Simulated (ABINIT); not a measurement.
# Workfunction calculation, with input and output: Ag (part 1 of 2)

System: Ag (slab, 6 atoms in the cell).
Method: Kohn-Sham DFT of a periodic cell, PBE, JTH PAW PBE v2.0, no spin polarisation (ABINIT 10.8.3).

The structure derives from an entry of the Crystallography Open Database.

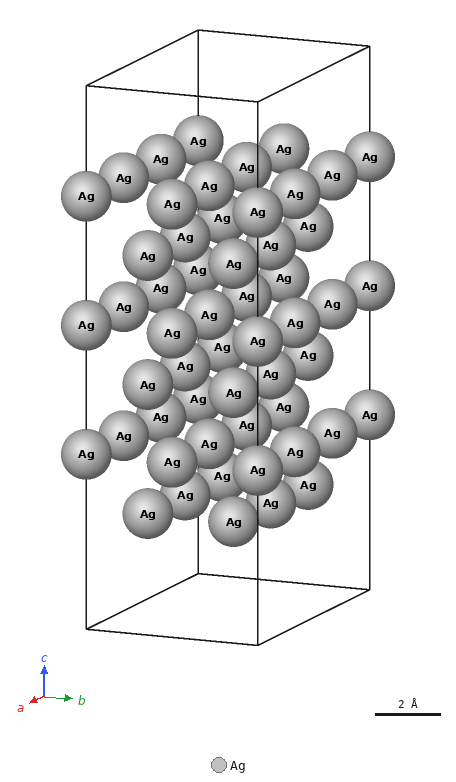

**Figure 1.** The structure (spheres-only view of the 3 × 2 repeat of the cell, with the vacuum cut short, seen slightly off an axis). An atom can appear more than once, as a periodic image.

Summary:

```json
{"quantity": "outcome", "value": "converged"}
{"quantity": "electrons treated", "value": "66"}
{"quantity": "free energy", "value": "−6239.3670 eV"}
{"quantity": "work function", "value": "4.30 eV"}
{"quantity": "Fermi energy", "value": "−0.333 eV"}
{"quantity": "gap on the k-point mesh", "value": "none (metallic)"}
{"quantity": "largest force (length of the vector)", "value": "0.172 eV/Å"}
{"quantity": "hardware", "value": "4 threads of Arm Neoverse V1, 24 GiB of memory available, shared host"}
{"quantity": "wall time", "value": "2.7 min (CPU time 11 min)"}
{"quantity": "peak memory", "value": "0.68 GiB"}
```

The input:
```
# Pseudopotentials
pp_dirpath "./"
pseudos "Ag.GGA_PBE-JTH.xml"

# Structure
acell 3*1.0
rprim
     5.4601363584     0.0000000000     0.0000000000
     0.0000000000     5.4601363584     0.0000000000
     0.0000000000     0.0000000000    47.6503890955
ntypat 1
znucl 47
natom 6
typat 1 1 1 1 1 1
xred
     0.5000000000     0.5000000000     0.2974361008
     0.0000000000     0.0000000000     0.3784616605
     0.5000000000     0.5000000000     0.4594872202
     0.0000000000     0.0000000000     0.5405127798
     0.5000000000     0.5000000000     0.6215383395
     0.0000000000     0.0000000000     0.7025638992
chkprim 0
chksymtnons 0
tolsym 1.0e-6

# Plane-wave basis
ecut 17.0
pawecutdg 34.0
pawxcdev 0

# k points
kptopt 1
ngkpt 9 9 1
nshiftk 1
shiftk 0.0 0.0 0.0

# Exchange and correlation
ixc 11

# Bands and occupations
nband 40
occopt 3
tsmear 0.00183747

# SCF cycle
nstep 120
tolvrs 1.0e-9
iprcel 45

# Output
iomode 3
prtwf 0
prteig 0
prtebands 0
enunit 1
prtden 1
prtvha 1
prtvclmb 1
prtpot 1
```

Launched with:
```bash
mpirun --bind-to none -np 4 abinit run.abi > log 2>&1
```

The program's output:
```
.Version 10.8.3 of ABINIT
 Symmetries : space group P4/n m m (#129); Bravais tP (primitive tetrag.)
================================================================================
 Values of the parameters that define the memory need of the present run
     intxc =       0    ionmov =       0      iscf =      17    lmnmax =      18
     lnmax =       6     mgfft =     180  mpssoang =       3    mqgrid =   12508
     natom =       6  nloc_mem =       2    nspden =       1   nspinor =       1
    nsppol =       1      nsym =      16    n1xccc =       1    ntypat =       1
    occopt =       3   xclevel =       2
       mpw =        4790          nfft =      103680          nkpt =          15
Pmy_natom=         2
 PAW method is used; the additional fine FFT grid is defined by:
   mgfftf=       256    nfftf =    230400
 For the susceptibility and dielectric matrices, or tddft :
   mgfft =       108  nbnd_in_blk=     6    nfft =     15552     npw =       223
================================================================================
================================================================================

--------------------------------------------------------------------------------
------------- Echo of variables that govern the present computation ------------
--------------------------------------------------------------------------------
 -outvars: echo values of preprocessed input variables --------
            acell      1.0000000000E+00  1.0000000000E+00  1.0000000000E+00 Bohr
              amu      1.07868200E+02
          chkprim           0
      chksymtnons           0
           diemix      1.00000000E+00
             ecut      1.70000000E+01 Hartree
           enunit           1
           iprcel          45
              ixc          11
         kptrlatt        9    0    0      0    9    0      0    0    1
          kptrlen      4.91412272E+01
            natom           6
            nband          40
            ngfft          24      24     180
          ngfftdg          30      30     256
             nkpt          15
            nstep         120
             nsym          16
           ntypat           1
           occopt           3
        pawecutdg      3.40000000E+01 Hartree
         pawxcdev           0
        prtebands           0
           prteig           0
           prtpot           1
         prtvclmb           1
           prtvha           1
            prtwf           0
            rprim      5.4601363584E+00  0.0000000000E+00  0.0000000000E+00
                       0.0000000000E+00  5.4601363584E+00  0.0000000000E+00
                       0.0000000000E+00  0.0000000000E+00  4.7650389096E+01
          spgroup         129
           tolsym      1.00000000E-06
           tolvrs      1.00000000E-09
           tsmear      1.83747000E-03 Hartree
            typat      1  1  1  1  1  1
           useylm           1
           xangst      1.4446898637E+00  1.4446898637E+00  7.4999999946E+00
                       0.0000000000E+00  0.0000000000E+00  9.5430999939E+00
                       1.4446898637E+00  1.4446898637E+00  1.1586199993E+01
                       0.0000000000E+00  0.0000000000E+00  1.3629299990E+01
                       1.4446898637E+00  1.4446898637E+00  1.5672399989E+01
                       0.0000000000E+00  0.0000000000E+00  1.7715499988E+01
            xcart      2.7300681792E+00  2.7300681792E+00  1.4172945934E+01
                       0.0000000000E+00  0.0000000000E+00  1.8033845381E+01
                       2.7300681792E+00  2.7300681792E+00  2.1894744827E+01
                       0.0000000000E+00  0.0000000000E+00  2.5755644269E+01
                       2.7300681792E+00  2.7300681792E+00  2.9616543715E+01
                       0.0000000000E+00  0.0000000000E+00  3.3477443161E+01
             xred      5.0000000000E-01  5.0000000000E-01  2.9743610080E-01
                       0.0000000000E+00  0.0000000000E+00  3.7846166050E-01
                       5.0000000000E-01  5.0000000000E-01  4.5948722020E-01
                       0.0000000000E+00  0.0000000000E+00  5.4051277980E-01
                       5.0000000000E-01  5.0000000000E-01  6.2153833950E-01
                       0.0000000000E+00  0.0000000000E+00  7.0256389920E-01
            znucl       47.00000

================================================================================

 chkinp: Checking input parameters for consistency.

================================================================================
== DATASET  1 ==================================================================

--- !DatasetInfo
iteration_state: {dtset: 1, }
dimensions: {natom: 6, nkpt: 15, mband: 40, nsppol: 1, nspinor: 1, nspden: 1, mpw: 4790, }
cutoff_energies: {ecut:  17.0, pawecutdg:  34.0, }
electrons: {nelect:   6.60000000E+01, charge:   0.00000000E+00, occopt:   3.00000000E+00, tsmear:   1.83747000E-03, }
meta: {optdriver: 0, ionmov: 0, optcell: 0, iscf: 17, paral_kgb: 0, }
...

 Exchange-correlation functional for the present dataset will be:
  GGA: Perdew-Burke-Ernzerhof functional - ixc=11
  J.P.Perdew, K.Burke, M.Ernzerhof, PRL 77, 3865 (1996)

 Real(R)+Recip(G) space primitive vectors, cartesian coordinates (Bohr,Bohr^-1):
 R(1)=  5.4601364  0.0000000  0.0000000  G(1)=  0.1831456  0.0000000  0.0000000
 R(2)=  0.0000000  5.4601364  0.0000000  G(2)=  0.0000000  0.1831456  0.0000000
 R(3)=  0.0000000  0.0000000 47.6503891  G(3)=  0.0000000  0.0000000  0.0209862
 Unit cell volume ucvol=  1.4206053E+03 bohr^3
 Angles (23,13,12)=  9.00000000E+01  9.00000000E+01  9.00000000E+01 degrees

 Coarse grid specifications (used for wave-functions):

 getcut: wavevector=  0.0000  0.0000  0.0000  ngfft=  24  24 180
         ecut(hartree)=     17.000   => boxcut(ratio)=   2.03524

 Fine grid specifications (used for densities):

 getcut: wavevector=  0.0000  0.0000  0.0000  ngfft=  30  30 256
         ecut(hartree)=     34.000   => boxcut(ratio)=   2.04677

--- Pseudopotential description ------------------------------------------------
- pspini: atom type   1  psp file is ./Ag.GGA_PBE-JTH.xml
 Pseudopotential format is: paw10
 basis_size (lnmax)=  6 (lmn_size= 18), orbitals=   0   0   1   1   2   2
 Spheres core radius: rc_sph= 2.51516130
 Shapefunction is BESSEL type: shapef(r,l)=aa(1,l)*jl(q(1,l)*r)+aa(2,l)*jl(q(2,l)*r)
 Radius for shape functions =  2.20290272
 Compensation charge density is not taken into account in XC energy/potential

   1.60137885E+04                                ecore*ucvol(ha*bohr**3)
--------------------------------------------------------------------------------

================================================================================

--- !BeginCycle
iteration_state: {dtset: 1, }
solver: {iscf: 17, nstep: 120, nline: 4, wfoptalg: 10, }
tolerances: {tolvrs: 1.00E-09, }
...
```
